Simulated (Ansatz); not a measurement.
**Single-point calculation of Ta$_{2}$Si**

- system: Ta$_{2}$Si (I4/mcm, 12 atoms in the cell)
- method: DFT PBEsol, scalar-relativistic, plane waves, PAW, no spin polarisation (Ansatz 0.2.0)

The structure derives from a Materials Project entry. It belongs to a series of runs on one base structure; here: the same crystal in its conventional cell. Figures and captions count atoms from 1; the log counts them from 0 in places.

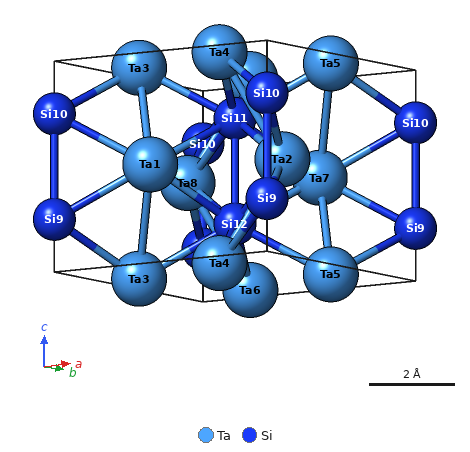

Fig. 1: The structure as given in the input (ball-and-stick view of the cell of the calculation, seen at an oblique angle; atoms are numbered from 1 in the order of the input). An atom can appear more than once, as a periodic image.

### Input
```yaml
crystal:
  lattice:
    - [6.136753438, 0.0, 0.0]
    - [0.0, 6.136753438, 0.0]
    - [0.0, 0.0, 5.0397987246]
  atoms:
    - { symbol: Ta, position: [0.3369338061, 0.1630661939, 0.5] }
    - { symbol: Ta, position: [0.8369338061, 0.3369338061, 0.5] }
    - { symbol: Ta, position: [0.1630661939, 0.3369338061, 0.0] }
    - { symbol: Ta, position: [0.6630661939, 0.1630661939, 0.0] }
    - { symbol: Ta, position: [0.8369338061, 0.6630661939, 0.0] }
    - { symbol: Ta, position: [0.3369338061, 0.8369338061, 0.0] }
    - { symbol: Ta, position: [0.6630661939, 0.8369338061, 0.5] }
    - { symbol: Ta, position: [0.1630661939, 0.6630661939, 0.5] }
    - { symbol: Si, position: [0.0, 0.0, 0.25] }
    - { symbol: Si, position: [0.0, 0.0, 0.75] }
    - { symbol: Si, position: [0.5, 0.5, 0.75] }
    - { symbol: Si, position: [0.5, 0.5, 0.25] }
basis:
  ecutwfc: 420
kpoints:
  mp_grid: { grid: [6, 6, 8] }
hamiltonian:
  xc: pbesol
scf:
  occupations: { method: gaussian, width: 0.1 }
output:
  forces: true
  stress: true
  eigenvalues: true
  write_density: true
  write_potential: true
  elf: true
  volumetric_format: npy
```

Machine: 1 thread of Arm Neoverse V1, 24 GiB of memory available, shared host.

Run as:
```bash
ansatz run input.yaml --threads 1 --pin off --max-ram 2560MiB --backend cpu --events-out ev --progress --plain --runs-dir out
```

### Log
```
Engine: ansatz 0.2.0, aarch64-unknown-linux-gnu
Pseudopotentials: kind: paw
Pseudopotential: Ta, paw, valence charge 13, recommended cutoff 420 eV (normal), Ta.paw.azcp
Pseudopotential: Si, paw, valence charge 4, recommended cutoff 420 eV (normal), Si.paw.azcp
Functional definition: PBEsol
  exchange = pbesol_x
  correlation = pbesol_c
Crystal: 12 atoms, lattice volume = 189.798 Å³
Basis set: ecut = 420 eV, 3725 PW (Γ), exchange–correlation on 90×90×72 points (8 copies of the dense FFT grid, shifted against one another)
Bands: 72, of which v1, the nominal top of the filled ones, is band 60 counted from 1 (59 counted from 0)
Symmetry: 32 space group operations
Space group: I4/mcm (ITA 140), of the structure as read, at distance tolerance 5.7e-5 Å
k-points: 50 of 288
Non-local potential: Ta, projectors of the file, l = 0: 3, l = 1: 2, l = 2: 2, l = 3: 1
Non-local potential: Si, projectors of the file, l = 0: 2, l = 1: 2, l = 2: 2
PAW form: soft (Blöchl's): semilocal exchange-correlation on the pseudo side does not see the compensation charge
PAW frozen core: Ta, regenerated for the run's functional, and the local potential with it (the file was generated under x = pbe(κ = 0.804, μ = 0.2195149727645171), c = pbe(β = 0.06672455060314922))
PAW frozen core: Si, regenerated for the run's functional, and the local potential with it (the file was generated under x = pbe(κ = 0.804, μ = 0.2195149727645171), c = pbe(β = 0.06672455060314922))
PAW one-centre angular grid: Ta, 590 points (default); XC on 64 Gauss nodes
PAW one-centre angular grid: Si, 110 points (default); XC on 64 Gauss nodes
Initial density: superposition of atomic densities (neutral atoms: chi_scale 0, normalization atom), corrected by the library's trained network
Initial wavefunctions: pseudopotential atomic-orbital guess
Functional: x = pbesol(κ = 0.804, μ = 0.12345679012345678), c = pbesol(β = 0.046)
SCF iter   1: F=—  HF=-80945.252815 eV  |F-HF|=—  |Δ(HF+E_count)|=         —  Δρ=3.39e-3  dr2=1.45e-2  ethr=1.77e-3  ⟨swp⟩=6.3  Hψ=14725  notcnv=0
preconditioner: auto → Kerker (q_TF=auto, 2.528 Å⁻¹)  [metal: Δε(μ)=0.021 eV  Ē_g=5.482 eV  σ=0.100 eV  W_gap=0.12  n_scr=48 (ndim 8)  ℏωp=20.2 eV  f_vac=0.000  D(μ)=7.53/eV (n_scr^D=64)]
SCF iter   2: F=—  HF=-80945.249970 eV  |F-HF|=—  |Δ(HF+E_count)|=   2.84e-3  Δρ=2.03e-3  dr2=4.99e-3  ethr=1.21e-5  ⟨swp⟩=2.0  Hψ=6788  notcnv=0
SCF iter   3: F=—  HF=-80945.249385 eV  |F-HF|=—  |Δ(HF+E_count)|=   5.85e-4  Δρ=2.47e-4  dr2=1.60e-4  ethr=4.16e-6  ⟨swp⟩=2.0  Hψ=4756  notcnv=0
SCF iter   4: F=—  HF=-80945.249344 eV  |F-HF|=—  |Δ(HF+E_count)|=   4.16e-5  Δρ=9.12e-5  dr2=1.88e-5  ethr=1.33e-7  ⟨swp⟩=2.0  Hψ=4678  notcnv=0
SCF iter   5: F=—  HF=-80945.249284 eV  |F-HF|=—  |Δ(HF+E_count)|=   5.99e-5  Δρ=1.01e-5  dr2=1.95e-7  ethr=1.57e-8  ⟨swp⟩=2.0  Hψ=4795  notcnv=0
SCF iter   6: F=-80945.249284 eV  HF=-80945.249284 eV  |F-HF|=1.67e-9  |Δ(HF+E_count)|=   1.83e-8  Δρ=1.72e-6  dr2=4.40e-9  ethr=8.33e-11  ⟨swp⟩=14.7  Hψ=24889  notcnv=0
SCF 1 converged in 6 iterations: F = -80945.249284 eV  dr2 = 4.40e-9
  greatest PAW one-centre occupation: 1.000 electrons in one spin orbital (limit 2), on the Ta atom at site 7 (counted from 0), in its partial waves of l = 0
```

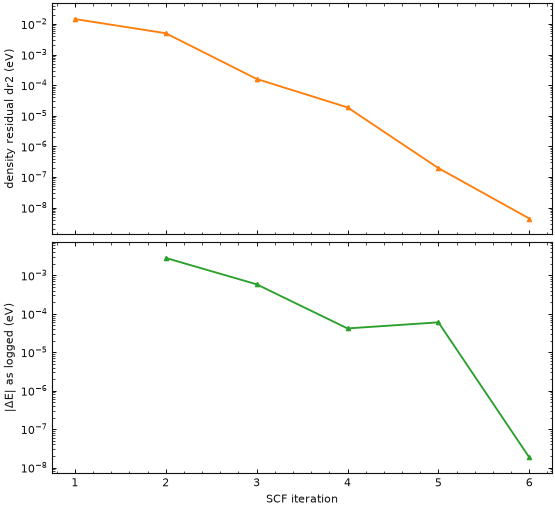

Fig. 2: Convergence of the self-consistent field: density residual dr2 and size of the energy change against the SCF iteration. The residual falls at every step.

```
SCF converged after 6 iterations
Free energy (F): -80945.249284 eV
Harris-Foulkes:  -80945.249284 eV  (|F-HF|=1.67e-9)
Internal energy: -80945.211510 eV  (E = F + TS)
E sigma→0 (E₀):  -80945.230397 eV
Entropy (-TS):   -0.037774 eV (-3.148 meV/atom)
Fermi energy:    17.693591 eV
--- Per-component energies (eV) ---
  E_band       = -816.753464
  E_kinetic    = 3111.696038
  E_local      = -4932.711103  (includes V_loc(G=0)·N_el)
  E_nonlocal   = 239.917328
  E_hartree    = 1766.194556
  E_xc         = -1967.388376
  E_vxc        = -1834.304543  (∫ρ·V_xc dr)
  E_paw        = -68177.451886  (= ΣΔE_a)
  E_vpaw       = -933.743536  (= ΣTr[D̂ρ^β])
  E_aug_tail   = 0.001077  (compensation charges beyond the density's cutoff)
  E_ewald      = -10987.304557
  E_core_change = 1.835414  (= ΣΔE_core)
  E_smearing   = -0.037774  (= −TS)
  E_closure    = 0.000000  (closes the sum)
  Σ components = -80945.249284   (vs F -80945.249284, Δ=0.00e0)
--- Forces (eV/Å), atoms counted from 1 ---
  atom   1  Ta     0.00210480    -0.00210480    -0.00000000
  atom   2  Ta     0.00210480     0.00210480    -0.00000000
  atom   3  Ta    -0.00210480     0.00210480    -0.00000000
  atom   4  Ta    -0.00210480    -0.00210480     0.00000000
  atom   5  Ta     0.00210480    -0.00210480    -0.00000000
  atom   6  Ta     0.00210480     0.00210480    -0.00000000
  atom   7  Ta    -0.00210480     0.00210480    -0.00000000
  atom   8  Ta    -0.00210480    -0.00210480     0.00000000
  atom   9  Si     0.00000000    -0.00000000     0.00000000
  atom  10  Si     0.00000000    -0.00000000     0.00000000
  atom  11  Si     0.00000000    -0.00000000    -0.00000000
  atom  12  Si     0.00000000    -0.00000000    -0.00000000
  max |Σ_I F_I| component: 3.25e-17 eV/Å
--- Stress (GPa, compression-positive) ---
       -0.056918       0.000000       0.000000
        0.000000      -0.056918       0.000000
        0.000000       0.000000       0.058921
  P = ⅓ Tr σ = -0.0183 GPa (-0.183 kbar)
--- Band table (eV; the first three rows and the last of 50) ---
  k-point 0: bands = ["-50.0139", "-49.9729", "-49.9653", "-49.9653", "-49.9579", "-49.9557", "-49.9286", "-49.9286", "-16.9068", "-16.8545", "-16.7464", "-16.7388", "-16.7381", "-16.7381", "-16.6825", "-16.6825", "-16.6566", "-16.6433", "-16.6433", "-16.6373", "-16.5530", "-16.5201", "-16.4783", "-16.4282", "-16.4039", "-16.2545", "-16.2545", "-16.2251", "-16.2251", "-16.1445", "-16.1176", "-16.1176", "5.6011", "7.7107", "10.1939", "10.4659", "11.3399", "11.3399", "11.9462", "12.7199", "12.9013", "13.4039", "13.4039", "14.0243", "14.0243", "14.4079", "15.1441", "15.1441", "15.1589", "15.1589", "15.1738", "15.4143", "15.6789", "16.2218", "16.6323", "16.6530", "16.6910", "16.6910", "17.4685", "17.8951", "17.9021", "17.9153", "18.4095", "18.4095", "18.6127", "19.0376", "19.0376", "19.2963", "19.2963", "19.4055", "20.4023", "21.1865"]
  k-point 1: bands = ["-50.0117", "-49.9724", "-49.9639", "-49.9639", "-49.9584", "-49.9580", "-49.9300", "-49.9300", "-16.8805", "-16.8464", "-16.7780", "-16.7711", "-16.7627", "-16.7627", "-16.6537", "-16.6537", "-16.6492", "-16.6457", "-16.6413", "-16.6413", "-16.5185", "-16.5070", "-16.4799", "-16.4359", "-16.3832", "-16.2932", "-16.2932", "-16.1916", "-16.1916", "-16.1739", "-16.1182", "-16.1182", "5.7068", "7.7670", "9.8703", "9.9786", "11.3769", "11.3769", "12.5564", "13.0183", "13.0340", "13.2528", "13.2528", "14.1117", "14.1117", "14.2949", "14.7298", "15.1812", "15.1812", "15.2006", "15.2006", "15.3861", "16.1310", "16.2797", "16.4071", "16.7255", "16.7255", "17.1329", "17.2336", "17.6380", "17.6831", "18.2301", "18.2301", "18.3911", "18.5395", "19.1174", "19.1174", "19.2769", "19.2769", "19.7377", "19.7748", "20.8260"]
  k-point 2: bands = ["-50.0055", "-49.9707", "-49.9643", "-49.9601", "-49.9599", "-49.9599", "-49.9340", "-49.9340", "-16.8387", "-16.8233", "-16.8224", "-16.8056", "-16.7830", "-16.7830", "-16.6823", "-16.6823", "-16.6697", "-16.6288", "-16.5740", "-16.5740", "-16.5140", "-16.4844", "-16.4569", "-16.4276", "-16.3438", "-16.3426", "-16.3426", "-16.2565", "-16.1581", "-16.1581", "-16.1198", "-16.1198", "6.0183", "7.9342", "8.9197", "9.5197", "11.4971", "11.4971", "12.8861", "12.8861", "13.3544", "13.5357", "13.7917", "14.0379", "14.2175", "14.3444", "14.3444", "15.2127", "15.2127", "15.2967", "15.3516", "15.3516", "16.2269", "16.6188", "16.7445", "16.7445", "16.8009", "16.9034", "17.1234", "17.1989", "17.8253", "17.8979", "17.8979", "18.3785", "18.5449", "18.9615", "18.9615", "19.1228", "19.5671", "19.5671", "20.3094", "20.6245"]
  k-point 49: bands = ["-49.9751", "-49.9751", "-49.9751", "-49.9751", "-49.9470", "-49.9470", "-49.9470", "-49.9470", "-16.7684", "-16.7684", "-16.7684", "-16.7684", "-16.7553", "-16.7553", "-16.7553", "-16.7553", "-16.6157", "-16.6157", "-16.6157", "-16.6157", "-16.4535", "-16.4535", "-16.4535", "-16.4535", "-16.3761", "-16.3761", "-16.3761", "-16.3761", "-16.1318", "-16.1318", "-16.1318", "-16.1318", "7.9052", "7.9052", "7.9052", "7.9052", "11.9380", "11.9380", "11.9380", "11.9380", "14.1381", "14.1381", "14.1381", "14.1381", "14.8844", "14.8844", "14.8844", "14.8844", "15.5269", "15.5269", "15.5269", "15.5269", "15.7550", "15.7550", "15.7550", "15.7550", "16.6010", "16.6010", "16.6010", "16.6010", "18.4829", "18.4829", "18.4829", "18.4829", "19.5192", "19.5192", "19.5192", "19.5192", "20.5981", "20.5981", "20.5981", "20.5981"]
```

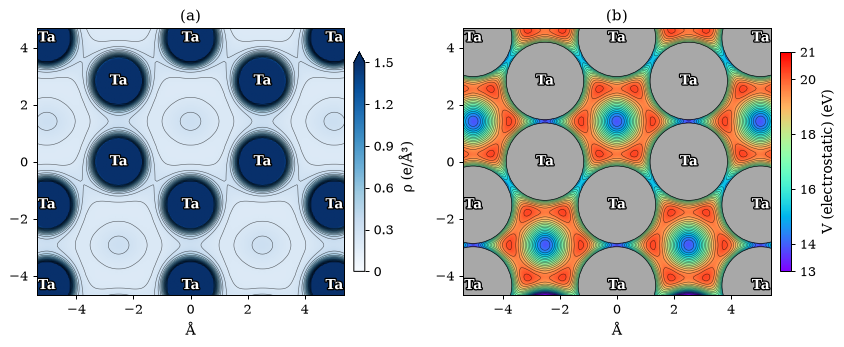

Fig. 3: (a) valence pseudo-density; (b) electrostatic potential (local pseudopotential plus Hartree) felt by an electron on the (11̄0) plane of the conventional cell. Grey discs, where drawn, cover atomic cores. Ta–Ta (2.83 Å): the density is about 0.33 e/Å³ at the midpoint. Ta–Ta (2.94 Å): the density is about 0.3 e/Å³ at the midpoint. Away from the nuclei the density in this plane falls to 0.2 e/Å³ at its lowest. Outside the cores the potential energy rises away from the atoms and is highest about 1.9 Å from the nearest atoms; outside the discs it spans about 7 eV, and its zero is arbitrary. In a PAW calculation such maps are meaningful between the atoms, not at the nuclei.

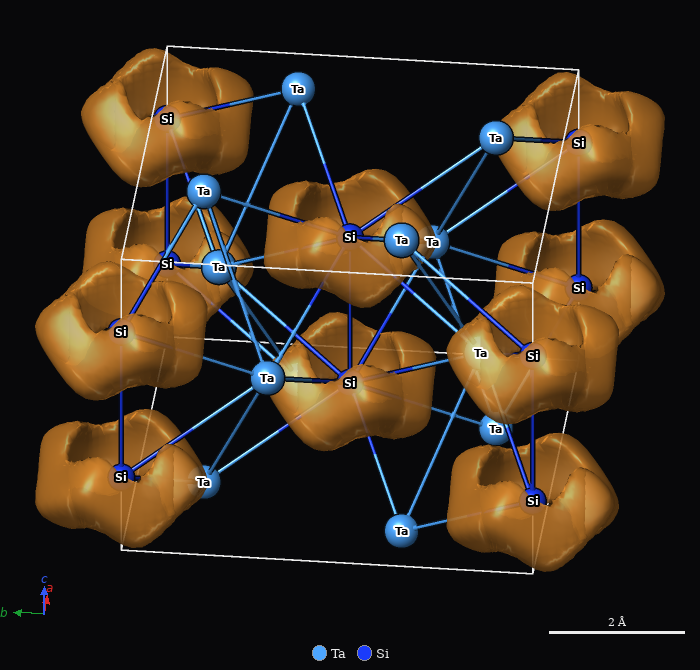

Fig. 4: Isosurface of the electron localisation function at 0.65 (orange), seen at an oblique angle. Core shells and regions of very low density are left out. Sticks mark near contacts. The outline is the cell set on symmetry axes. Profiles from the grid: Si–Si (2.52 Å): the ELF peaks at about 0.60 between the atoms. Ta–Si (2.62 Å): the ELF is about 0.30 at the midpoint.

### Results in brief

- outcome: converged
- space group (tolerance 0.01 Å): I4/mcm (140)
- electrons treated: 120
- free energy: −80945.2493 eV
- Fermi energy: 17.694 eV
- gap on the k-point mesh: none (metallic)
- pressure: −0.02 GPa
- largest force (length of the vector): 0.003 eV/Å
- wall time: 64 s
- peak memory: 0.71 GiB

### Notes

Spin–orbit coupling is left out, which matters for Ta.
